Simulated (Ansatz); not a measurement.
**Geometry relaxation, with input and output: WS₂ (part 2 of 2)**

Continued. System: WS₂ (R3m, 3 atoms in the cell). Method: DFT PBEsol+D3(BJ), scalar-relativistic, plane waves, PAW, no spin polarisation (Ansatz 0.2.0); cutoff 420 eV, 12×12×12 k-mesh, Gaussian smearing of 0.02 eV. The structure derives from an entry of the Crystallography Open Database.

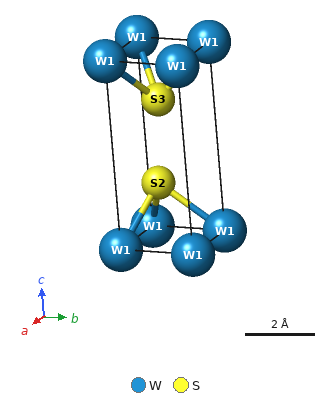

The geometry at step 3 of the log (ball-and-stick view of the reduced cell, seen slightly off an axis; atoms are numbered from 1 in the order of the input).

### Log, continued
```
relax step   6: F+E_penalty+E_count = -12030.27686519 eV  Δ(F+E_penalty+E_count) = -6.198e-6 eV  max|allowed force component| = 1.985e-3 eV/Å  Δτ_max = 0.0014 Å  P = -0.009 GPa  Ω = 49.257 Å³  energy of the carried Pulay correction = +6.606e-4 eV  (6 SCF iters, dr2 threshold 9.22e-9 eV, accepted)
Initial wavefunctions: pseudopotential atomic-orbital guess (no wavefunctions were taken with the density)
iter 1 solved again at ethr=2.56e-7 eV; its pass at ethr=3.10e-3 eV (dr2=6.65e-5 eV) is discarded
SCF iter   1: F=—  HF=-12030.276278 eV  |F-HF|=—  |Δ(HF+E_count)|=         —  Δρ=1.18e-4  dr2=9.17e-7  ethr=2.56e-7  ⟨swp⟩=3.0  Hψ=27378  notcnv=0
SCF iter   2: F=—  HF=-12030.276282 eV  |F-HF|=—  |Δ(HF+E_count)|=   4.47e-6  Δρ=5.75e-5  dr2=2.03e-7  ethr=3.53e-9  ⟨swp⟩=2.7  Hψ=5603  notcnv=0
SCF iter   3: F=—  HF=-12030.276282 eV  |F-HF|=—  |Δ(HF+E_count)|=   1.07e-7  Δρ=3.40e-6  dr2=3.36e-9  ethr=7.79e-10  ⟨swp⟩=3.0  Hψ=5669  notcnv=0
SCF iter   4: F=—  HF=-12030.276282 eV  |F-HF|=—  |Δ(HF+E_count)|=  1.36e-10  Δρ=1.16e-6  dr2=1.05e-9  ethr=1.29e-11  ⟨swp⟩=2.9  Hψ=5633  notcnv=0
iter 5 did not close the SCF: its close was put off for the readings that it lacked (scf_convergence_deferred on its scf_iter line)
SCF iter   5: F=-12030.276282 eV  HF=-12030.276282 eV  |F-HF|=9.09e-12  |Δ(HF+E_count)|=  1.44e-10  Δρ=3.69e-7  dr2=2.80e-11  ethr=4.04e-12  ⟨swp⟩=2.0  Hψ=4454  notcnv=0
SCF iter   6: F=-12030.276282 eV  HF=-12030.276282 eV  |F-HF|=3.64e-12  |Δ(HF+E_count)|=  7.28e-12  Δρ=8.24e-8  dr2=3.02e-12  ethr=1.00e-12  ⟨swp⟩=5.0  Hψ=15059  notcnv=0
SCF 7 converged in 6 iterations: F = -12030.276282 eV  dr2 = 3.02e-12
relax step   7: F+E_penalty+E_count = -12030.27628216 eV  Δ(F+E_penalty+E_count) = +5.830e-4 eV  max|allowed force component| = 1.974e-3 eV/Å  Δτ_max = 0.0000 Å  P = -0.012 GPa  Ω = 49.257 Å³  stress off target by 2.15e-2 GPa  SCF on the basis re-selected at this cell (its energy is not comparable with the rows above)  (6 SCF iters)
```

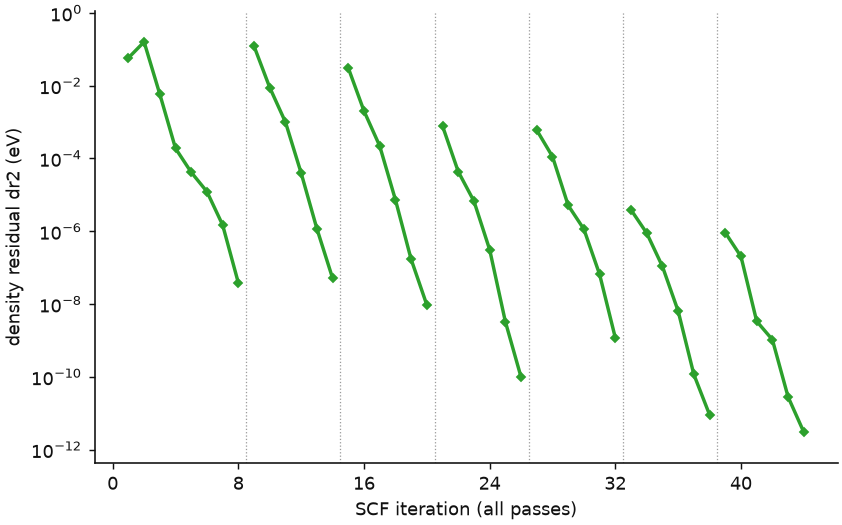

Convergence of the self-consistent field: density residual dr2 against the SCF iteration. The dotted lines part the SCF passes of the relaxation: geometry steps, rejected trials and re-solves on a re-selected basis. The 7 passes take 6 to 8 iterations each, 44 in all.

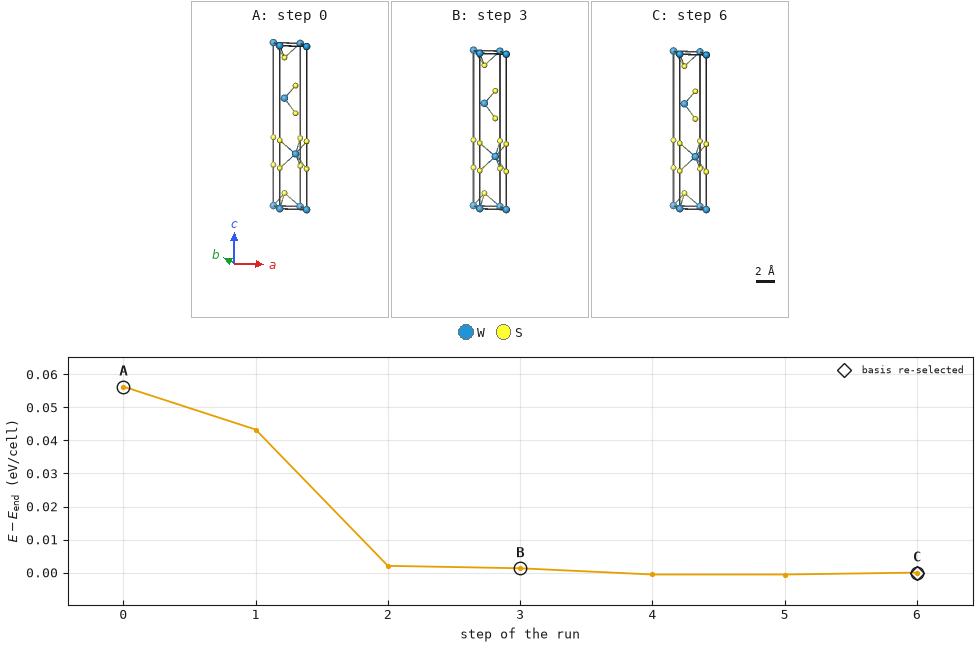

Frames of the relaxation (ball-and-stick view of the cell 3 times as large as that of the calculation, set on its symmetry axes, seen slightly off an axis) above the curves, on which the letters mark them (the first geometry is step 0 here and step 1 in the log).

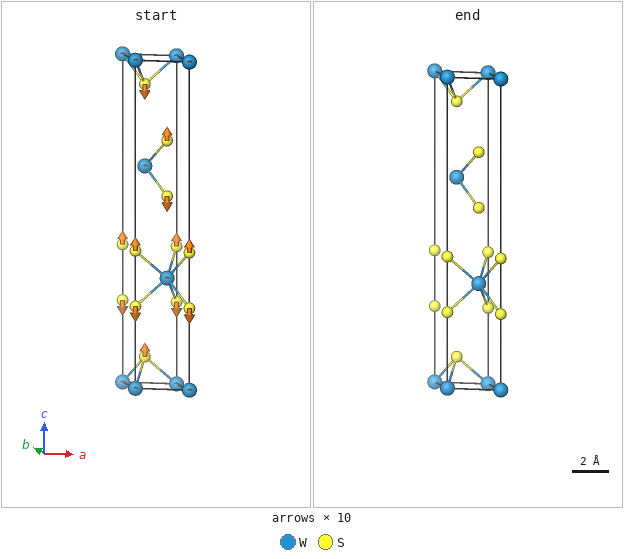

Before (left) and after (right) the relaxation, at one scale (ball-and-stick view of the cell 3 times as large as that of the calculation, set on its symmetry axes, seen slightly off an axis). The orange arrows give the displacements (without the part carried along by the change of the cell), magnified 10 times. After 5 geometry steps the energy has fallen by 56.9 meV per cell of the calculation. Largest force component: 0.6 eV/Å at the start, 0.002 eV/Å at the end. Pressure: −4.21 GPa at the start and −0.01 GPa at the end. S2 moves most relative to the cell: 0.091 Å. By element the largest moves are S 0.091 Å, W 0.011 Å. Cell: a = b 3.158 → 3.120 Å (−1.2 %), c 18.490 → 17.524 Å (−5.2 %). Volume −7.5 %. Distances before and after: W1–S3 2.415 → 2.389 Å. The space group stays R3m (No. 160). A last SCF at the same geometry on a re-selected plane-wave basis shifts the energy by +0.6 meV per cell of the calculation. (Atoms are counted from 1 in the order of the input.)

```
basis re-selected at this cell: Δ(F+E_penalty+E_count) = +5.830e-4 eV, ΔP = -0.003 GPa vs the last step (what re-selecting the basis moved, of the pressure what is left beyond the Pulay correction that the steps carried, after the strain that the cell walked since its last selection, with what the two solves' SCF thresholds leave and, on support functions, any second-order correction that the steps lacked; it is no measure of the basis error at this ecutwfc). This SCF's stress stands 2.15e-2 GPa from its target on what of the cell is left free (relax.cell.stress_tol is 5.00e-2 GPa) and its largest allowed force component is 1.97e-3 eV/Å (relax.f_tol is 5.00e-3 eV/Å): within both
SCF converged after 6 iterations
Free energy (F): -12030.276282 eV
Harris-Foulkes:  -12030.276282 eV  (|F-HF|=3.64e-12)
Internal energy: -12030.276282 eV  (E = F + TS)
E sigma→0 (E₀):  -12030.276282 eV
Fermi energy:    13.561194 eV
--- Per-component energies (eV) ---
  E_band       = -155.218407
  E_kinetic    = 669.296831
  E_local      = -1536.753332  (includes V_loc(G=0)·N_el)
  E_nonlocal   = 60.527049
  E_hartree    = 602.874343
  E_xc         = -459.830872
  E_vxc        = -416.492223  (∫ρ·V_xc dr)
  E_paw        = -9604.646370  (= ΣΔE_a)
  E_vpaw       = -137.545298  (= ΣTr[D̂ρ^β])
  E_aug_tail   = -0.000064  (compensation charges beyond the density's cutoff)
  E_ewald      = -1760.835123
  E_disp       = -1.254436  (pairwise vdW)
  E_core_change = 0.345691  (= ΣΔE_core)
  E_smearing   = -0.000000  (= −TS)
  E_closure    = 0.000000  (closes the sum)
  Σ components = -12030.276282   (vs F -12030.276282, Δ=0.00e0)
--- Forces (eV/Å), atoms counted from 1 ---
  atom   1  W      0.00000000    -0.00000000     0.00197410
  atom   2  S     -0.00000000     0.00000000    -0.00146177
  atom   3  S      0.00000000    -0.00000000    -0.00051210
  max |Σ_I F_I| component: 2.26e-7 eV/Å
--- Stress (GPa, compression-positive) ---
       -0.007648       0.000000       0.000000
        0.000000      -0.007648      -0.000000
        0.000000      -0.000000      -0.021451
  P = ⅓ Tr σ = -0.0122 GPa (-0.122 kbar)
--- Band table (eV; the first three rows and the last of 189) ---
  k-point 0: bands = ["-61.4759", "-25.8192", "-25.5887", "-25.5887", "-2.9701", "-0.6402", "4.8376", "9.4761", "9.4761", "10.7250", "10.7250", "11.5330", "11.9601", "15.2187", "15.2187", "15.6499", "15.6499"]
  k-point 1: bands = ["-61.4744", "-25.8140", "-25.6175", "-25.5954", "-2.8428", "-0.6100", "4.9954", "9.1614", "9.6026", "10.3095", "10.5225", "11.5239", "12.0487", "15.1500", "15.3076", "15.4029", "15.5845"]
  k-point 2: bands = ["-61.4702", "-25.7996", "-25.6953", "-25.6134", "-2.4780", "-0.5228", "5.4244", "8.4301", "9.4910", "9.9487", "10.0613", "11.4704", "11.8078", "14.5457", "15.3077", "15.5081", "15.9377"]
  k-point 188: bands = ["-61.4759", "-25.8193", "-25.5887", "-25.5887", "-2.5260", "-1.4633", "6.4585", "8.6895", "9.4408", "9.4408", "10.7989", "10.7989", "13.2152", "15.3115", "15.3115", "15.4644", "15.4644"]
--- Relaxed structure (6 steps of the walk, 6 accepted, 1 SCFs on fresh bases) ---
  F+E_penalty+E_count = -12030.27628216 eV   max|allowed force component| = 1.974e-3 eV/Å   (the final SCF, on the basis selected at the relaxed cell)
  cell:  # Å, volume = 49.2568 Å³
    - [1.5601972547940464, 0.9007803050442575, 5.8413921014402375]
    - [-1.5601972547940464, 0.9007803050442575, 5.8413921014402375]
    - [-2.926047299563352e-17, -1.801560610088515, 5.8413921014402375]
  atoms:
    - { symbol: W, position: [-0.0006393566091896527, -0.0006393566091896522, -0.0006393566091896523] }
    - { symbol: S, position: [0.7554860797133028, 0.7554860797133028, 0.7554860797133028] }
    - { symbol: S, position: [0.5764532768958864, 0.5764532768958864, 0.5764532768958864] }
```

### Trajectory as extended XYZ (Å, eV, eV/Å), 7 frames, from step=1 to step=7
```
3
Lattice="1.5790 0.9116 6.1633 -1.5790 0.9116 6.1633 0.0000 -1.8233 6.1633" Properties=species:S:1:pos:R:3:forces:R:3 step=1 energy=-12030.21997 pressure_GPa=-4.21
W     0.0000    0.0000    0.0000    0.0000   0.0000  -0.6001
S     0.0000    0.0000   13.8730    0.0000   0.0000   0.2480
S     0.0000    0.0000   10.7427    0.0000   0.0000   0.3523
3
Lattice="1.5298 0.8832 5.8621 -1.5298 0.8832 5.8621 0.0000 -1.7664 5.8621" Properties=species:S:1:pos:R:3:forces:R:3 step=2 energy=-12030.23297 pressure_GPa=3.43
W     0.0000    0.0000   -0.0146    0.0000   0.0000   0.1860
S     0.0000    0.0000   13.3163    0.0000   0.0000  -0.3633
S     0.0000    0.0000   10.1108    0.0000   0.0000   0.1772
3
Lattice="1.5590 0.9001 5.9226 -1.5590 0.9001 5.9226 0.0000 -1.8002 5.9226" Properties=species:S:1:pos:R:3:forces:R:3 step=3 energy=-12030.27424 pressure_GPa=-0.70
W     0.0000    0.0000   -0.0114    0.0000   0.0000  -0.0020
S     0.0000    0.0000   13.4075    0.0000   0.0000  -0.0603
S     0.0000    0.0000   10.2580    0.0000   0.0000   0.0624
3
Lattice="1.5591 0.9001 5.8713 -1.5591 0.9001 5.8713 0.0000 -1.8003 5.8713" Properties=species:S:1:pos:R:3:forces:R:3 step=4 energy=-12030.27498 pressure_GPa=0.92
W     0.0000    0.0000   -0.0114    0.0000   0.0000   0.0044
S     0.0000    0.0000   13.2925    0.0000   0.0000   0.1799
S     0.0000    0.0000   10.1683    0.0000   0.0000  -0.1842
3
Lattice="1.5604 0.9009 5.8356 -1.5604 0.9009 5.8356 0.0000 -1.8018 5.8356" Properties=species:S:1:pos:R:3:forces:R:3 step=5 energy=-12030.27686 pressure_GPa=0.00
W     0.0000    0.0000   -0.0114    0.0000   0.0000   0.0121
S     0.0000    0.0000   13.2276    0.0000   0.0000  -0.0077
S     0.0000    0.0000   10.0908    0.0000   0.0000  -0.0044
3
Lattice="1.5602 0.9008 5.8414 -1.5602 0.9008 5.8414 0.0000 -1.8016 5.8414" Properties=species:S:1:pos:R:3:forces:R:3 step=6 energy=-12030.27686 pressure_GPa=-0.01
W     0.0000    0.0000   -0.0112    0.0000   0.0000   0.0020
S     0.0000    0.0000   13.2393    0.0000   0.0000  -0.0017
S     0.0000    0.0000   10.1019    0.0000   0.0000  -0.0003
3
Lattice="1.5602 0.9008 5.8414 -1.5602 0.9008 5.8414 0.0000 -1.8016 5.8414" Properties=species:S:1:pos:R:3:forces:R:3 step=7 energy=-12030.27628 pressure_GPa=-0.01
W     0.0000    0.0000   -0.0112    0.0000   0.0000   0.0020
S     0.0000    0.0000   13.2393    0.0000   0.0000  -0.0015
S     0.0000    0.0000   10.1019    0.0000   0.0000  -0.0005
```

This output came from the following input.

### Input file
```yaml
crystal:
  lattice:
    - [1.5790003843, 0.9116362969, 6.16333]
    - [-1.5790003843, 0.9116362969, 6.16333]
    - [0.0, -1.8232725938, 6.16333]
  atoms:
    - { symbol: W, position: [0.0, 0.0, 0.0] }
    - { symbol: S, position: [0.7503, 0.7503, 0.7503] }
    - { symbol: S, position: [0.581, 0.581, 0.581] }
basis:
  ecutwfc: 420
kpoints:
  mp_grid: { grid: [12, 12, 12] }
hamiltonian:
  xc: pbesol
  dispersion: d3bj
scf:
  occupations: { method: gaussian, width: 0.02 }
output:
  forces: true
  stress: true
  eigenvalues: true
relax:
  adjacent_minimum: "off"
  f_tol: 0.005
  max_steps: 80
  cell: { stress_tol: 0.05 }
```

Run as:
```bash
ansatz run input.yaml --threads 1 --pin off --max-ram 2560MiB --backend cpu --events-out ev --progress --plain --runs-dir out
```

### Summary

- outcome: converged
- space group (tolerance 0.01 Å): R3m (160)
- electrons treated: 26
- free energy: −12030.2763 eV
- Fermi energy: 13.561 eV
- gap on the k-point mesh: 0.69 eV
- pressure: −0.01 GPa
- final volume: 49.26 Å³
- largest force (length of the vector) at the end: 0.002 eV/Å
- final cell: a = 6.113 Å, b = 6.113 Å, c = 6.113 Å, α = 29.57°, β = 29.57°, γ = 29.57°
- hardware: 1 thread of AMD EPYC (Zen 3), 192 GiB of memory available, shared host
- wall time: 2.1 min
- peak memory: 0.54 GiB

### Notes

Spin–orbit coupling is left out, which matters for W.
